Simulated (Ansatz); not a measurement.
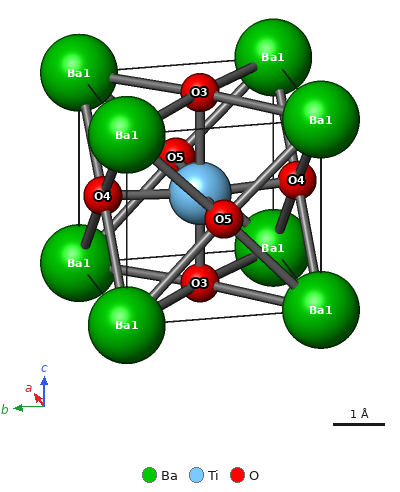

*The structure as given in the input (ball-and-stick view of the cell of the calculation, seen at an oblique angle; atoms are numbered from 1 in the order of the input).*

## BaTiO3: single-point calculation

The run: single-point calculation of BaTiO3 (5 atoms in the cell). Method and program: DFT PBE, scalar-relativistic, plane waves, PAW, no spin polarisation (Ansatz 0.2.0).

The structure derives from an entry of the Crystallography Open Database. It belongs to a series of runs on one base structure; here: the database's cell and atoms. Figures and captions count atoms from 1; the log counts them from 0 in places.

Output:
```
Engine: ansatz 0.2.0, x86_64-unknown-linux-gnu
Pseudopotentials: kind: paw
Pseudopotential: Ba, paw, valence charge 10, recommended cutoff 420 eV (normal), Ba.paw.azcp
Pseudopotential: Ti, paw, valence charge 12, recommended cutoff 420 eV (normal), Ti.paw.azcp
Pseudopotential: O, paw, valence charge 6, recommended cutoff 420 eV (normal), O.paw.azcp
Functional definition: PBE
  parameter kappa = 0.804
  parameter beta = 0.06672455060314922
  exchange = pbe_x(kappa = kappa, mu = beta*pi^2/3)
  correlation = pbe_c(beta = beta)
Crystal: 5 atoms, lattice volume = 64.282 Å³
Basis set: ecut = 420 eV, 1237 PW (Γ), exchange–correlation on 54×54×54 points (8 copies of the dense FFT grid, shifted against one another)
Bands: 25, of which v1, the nominal top of the filled ones, is band 20 counted from 1 (19 counted from 0)
Symmetry: 8 space group operations
Space group: P4mm (ITA 99), of the structure as read, at distance tolerance 4.0e-5 Å
k-points: 75 of 512 (time reversal used)
Non-local potential: Ba, projectors of the file, l = 0: 3, l = 1: 2, l = 2: 2, l = 3: 2
Non-local potential: Ti, projectors of the file, l = 0: 3, l = 1: 2, l = 2: 3, l = 3: 1
Non-local potential: O, projectors of the file, l = 0: 2, l = 1: 2, l = 2: 1
PAW form: soft (Blöchl's): semilocal exchange-correlation on the pseudo side does not see the compensation charge
PAW one-centre angular grid: Ba, 194 points (default); XC on 64 Gauss nodes
PAW one-centre angular grid: Ti, 590 points (default); XC on 64 Gauss nodes
PAW one-centre angular grid: O, 110 points (default); XC on 64 Gauss nodes
Initial density: superposition of atomic densities (neutral atoms: chi_scale 0, normalization atom), corrected by the library's trained network
Initial wavefunctions: pseudopotential atomic-orbital guess
Functional: x = pbe(κ = 0.804, μ = 0.2195149727645171), c = pbe(β = 0.06672455060314922)
SCF iter   1: F=—  HF=-10159.578024 eV  |F-HF|=—  |Δ(HF+E_count)|=         —  Δρ=1.61e-3  dr2=1.01e-3  ethr=1.77e-3  ⟨swp⟩=6.4  Hψ=9470  notcnv=0
preconditioner: auto → Resta (q_TF=auto, 2.521 Å⁻¹)  ε∞=5.9  [insulator: Δε(μ)=1.818 eV  Ē_g=11.890 eV  σ=0.020 eV  W_gap=1.00  n_scr=18 (ndim 8)  ℏωp=26.2 eV  f_vac=0.000  D(μ)=0.00/eV (n_scr^D=0)  ε∞_Penn≈5.9]
SCF iter   2: F=—  HF=-10159.578320 eV  |F-HF|=—  |Δ(HF+E_count)|=   2.96e-4  Δρ=7.83e-4  dr2=2.59e-4  ethr=2.52e-6  ⟨swp⟩=2.0  Hψ=4040  notcnv=0  defer=24
SCF iter   3: F=—  HF=-10159.578459 eV  |F-HF|=—  |Δ(HF+E_count)|=   1.39e-4  Δρ=1.09e-4  dr2=1.36e-5  ethr=6.47e-7  ⟨swp⟩=2.6  Hψ=2551  notcnv=0  defer=25
SCF iter   4: F=—  HF=-10159.577733 eV  |F-HF|=—  |Δ(HF+E_count)|=   7.26e-4  Δρ=5.42e-5  dr2=2.03e-6  ethr=3.40e-8  ⟨swp⟩=2.1  Hψ=3245  notcnv=0  defer=25
SCF iter   5: F=—  HF=-10159.577733 eV  |F-HF|=—  |Δ(HF+E_count)|=   6.61e-8  Δρ=1.70e-5  dr2=1.13e-7  ethr=5.08e-9  ⟨swp⟩=2.4  Hψ=3093  notcnv=0  defer=25
SCF iter   6: F=-10159.577733 eV  HF=-10159.577733 eV  |F-HF|=1.42e-9  |Δ(HF+E_count)|=   2.13e-8  Δρ=3.62e-6  dr2=5.25e-9  ethr=2.50e-10  ⟨swp⟩=8.4  Hψ=8625  notcnv=0
SCF 1 converged in 6 iterations: F = -10159.577733 eV  dr2 = 5.25e-9
  greatest PAW one-centre occupation: 0.999 electrons in one spin orbital (limit 2), on the Ti atom at site 1 (counted from 0), in its partial waves of l = 0
SCF converged after 6 iterations
Free energy (F): -10159.577733 eV
Harris-Foulkes:  -10159.577733 eV  (|F-HF|=1.42e-9)
Internal energy: -10159.577733 eV  (E = F + TS)
E sigma→0 (E₀):  -10159.577733 eV
Fermi energy:    11.220252 eV
--- Per-component energies (eV) ---
  E_band       = -141.290975
  E_kinetic    = 970.192639
  E_local      = -2101.873788  (includes V_loc(G=0)·N_el)
  E_nonlocal   = 203.559082
  E_hartree    = 821.009612
  E_xc         = -491.546240
  E_vxc        = -546.244124  (∫ρ·V_xc dr)
  E_paw        = -6744.548515  (= ΣΔE_a)
  E_vpaw       = -308.952100  (= ΣTr[D̂ρ^β])
  E_aug_tail   = 0.007416  (compensation charges beyond the density's cutoff)
  E_ewald      = -2816.377938
  E_smearing   = -0.000000  (= −TS)
  E_closure    = 0.000000  (closes the sum)
  Σ components = -10159.577733   (vs F -10159.577733, Δ=0.00e0)
--- Forces (eV/Å), atoms counted from 1 ---
  atom   1  Ba     0.00000000     0.00000000     0.04208919
  atom   2  Ti    -0.00000000     0.00000000    -0.14779110
  atom   3  O      0.00000000     0.00000000     0.31048604
  atom   4  O     -0.00000000     0.00000000    -0.10239308
  atom   5  O     -0.00000000    -0.00000000    -0.10239308
  max |Σ_I F_I| component: 2.02e-6 eV/Å
--- Stress (GPa, compression-positive) ---
        2.134363       0.000000       0.000000
        0.000000       2.134363       0.000000
        0.000000       0.000000       3.014358
  P = ⅓ Tr σ = 2.4277 GPa (24.277 kbar)
--- Band table (eV; the first three rows and the last of 75) ---
  k-point 0: bands = ["-46.2072", "-22.4592", "-22.4287", "-22.4287", "-14.3772", "-6.5688", "-5.9271", "-5.8691", "0.4302", "0.4302", "0.4322", "8.0018", "8.0141", "8.0141", "9.0602", "9.0602", "9.1493", "10.0357", "10.0503", "10.0503", "12.1384", "12.3492", "12.3492", "14.3311", "14.4273"]
  k-point 1: bands = ["-46.2070", "-22.4665", "-22.4284", "-22.4284", "-14.3604", "-6.5700", "-5.9233", "-5.8645", "0.4532", "0.4532", "0.4951", "7.7373", "7.9701", "7.9701", "8.8990", "8.8990", "9.0235", "9.6917", "9.9802", "9.9802", "12.1564", "12.6115", "12.6115", "14.3304", "14.8226"]
  k-point 2: bands = ["-46.2068", "-22.4842", "-22.4277", "-22.4277", "-14.3192", "-6.6230", "-5.8555", "-5.8534", "0.5103", "0.5103", "0.6453", "7.1184", "7.8307", "7.8307", "8.6143", "8.6143", "8.7489", "9.0630", "9.8267", "9.8267", "12.2007", "13.1764", "13.1764", "14.3301", "15.5635"]
  k-point 74: bands = ["-46.2046", "-22.5029", "-22.4747", "-22.4747", "-14.1129", "-5.7300", "-5.6438", "-5.6438", "-0.2879", "-0.2879", "-0.2651", "5.8483", "6.5032", "6.5339", "7.9221", "7.9221", "7.9501", "10.2184", "10.2184", "10.3021", "14.5085", "14.5085", "14.5105", "16.9426", "17.1093"]
--- Löwdin populations: 5 sites ---
  site symbol       q [e]
     0     Ba      8.2269
     1     Ti     10.7887
     2      O      6.8618
     3      O      6.8830
     4      O      6.8830
  spilling = 0.008911 (of n_electrons = 40.000000)
```

File populations.tsv:
```
# site	symbol	l	j	q
# orbitals = lowdin
# n_electrons = 40.000000
# spilling = 0.008911
0	Ba	0_5S	-	1.923856
0	Ba	0_6S	-	0.354619
0	Ba	1_5P	-	5.948462
1	Ti	0_3S	-	1.909969
1	Ti	0_4S	-	0.498808
1	Ti	1_3P	-	5.986967
1	Ti	2_3D	-	2.393002
2	O	0_2S	-	1.799248
2	O	1_2P	-	5.062584
3	O	0_2S	-	1.798957
3	O	1_2P	-	5.084070
4	O	0_2S	-	1.798957
4	O	1_2P	-	5.084070
```

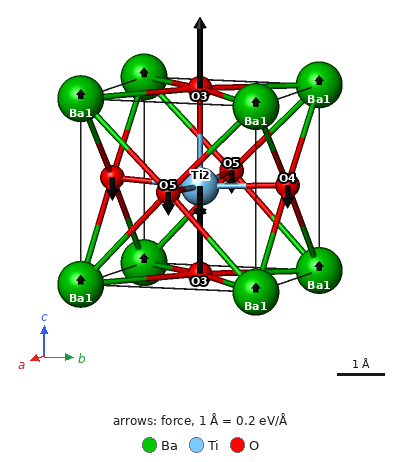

*Forces on the atoms as black arrows (ball-and-stick view of the cell of the calculation, seen slightly off an axis; atoms are numbered from 1 in the order of the input).*

The largest act on O3 (0.31 eV/Å); Ti2 (0.15 eV/Å); O4, O5 (0.10 eV/Å). The geometry is not a stationary point of this energy.

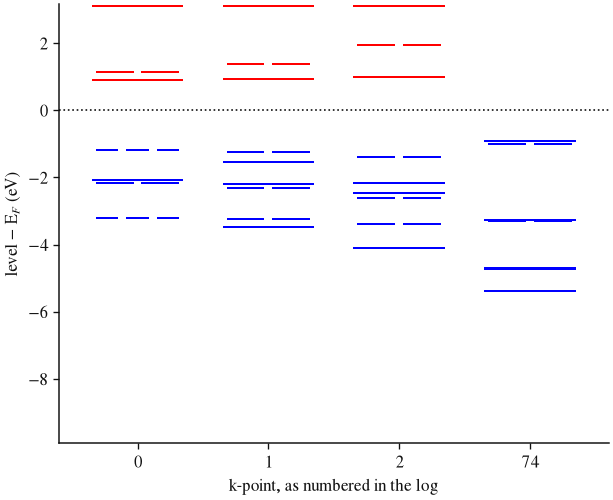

*Kohn–Sham levels near the Fermi level (dotted) at the few k-points that the log prints; levels within 0.02 eV of each other stand side by side.*

Among these points the highest filled and lowest empty levels are 1.84 eV apart, which is the gap on the mesh.

This output came from the following input.

Input file:
```yaml
crystal:
  lattice:
    - [3.9998, 0.0, 0.0]
    - [0.0, 3.9998, 0.0]
    - [0.0, 0.0, 4.018]
  atoms:
    - { symbol: Ba, position: [0.0, 0.0, 0.0] }
    - { symbol: Ti, position: [0.5, 0.5, 0.49] }
    - { symbol: O, position: [0.5, 0.5, 0.019] }
    - { symbol: O, position: [0.5, 0.0, 0.517] }
    - { symbol: O, position: [0.0, 0.5, 0.517] }
basis:
  ecutwfc: 420
kpoints:
  mp_grid: { grid: [8, 8, 8] }
hamiltonian:
  xc: pbe
scf:
  occupations: { method: gaussian, width: 0.02 }
output:
  forces: true
  stress: true
  eigenvalues: true
  populations: true
```

Run as:
```bash
ansatz run input.yaml --threads 1 --pin off --max-ram 2560MiB --backend cpu --events-out ev --progress --plain --runs-dir out
```

Summary:

```json
{"quantity": "outcome", "value": "converged"}
{"quantity": "space group (tolerance 0.01 Å)", "value": "P4mm (99)"}
{"quantity": "electrons treated", "value": "40"}
{"quantity": "free energy", "value": "−10159.5777 eV"}
{"quantity": "Fermi energy", "value": "11.220 eV"}
{"quantity": "gap on the k-point mesh", "value": "1.84 eV"}
{"quantity": "pressure", "value": "2.43 GPa"}
{"quantity": "largest force (length of the vector)", "value": "0.310 eV/Å"}
{"quantity": "hardware", "value": "1 thread of Intel Xeon @ 2.50GHz (Skylake/Cascade Lake), 64 GiB of memory available, shared host"}
{"quantity": "wall time", "value": "13 s"}
{"quantity": "peak memory", "value": "0.48 GiB"}
```
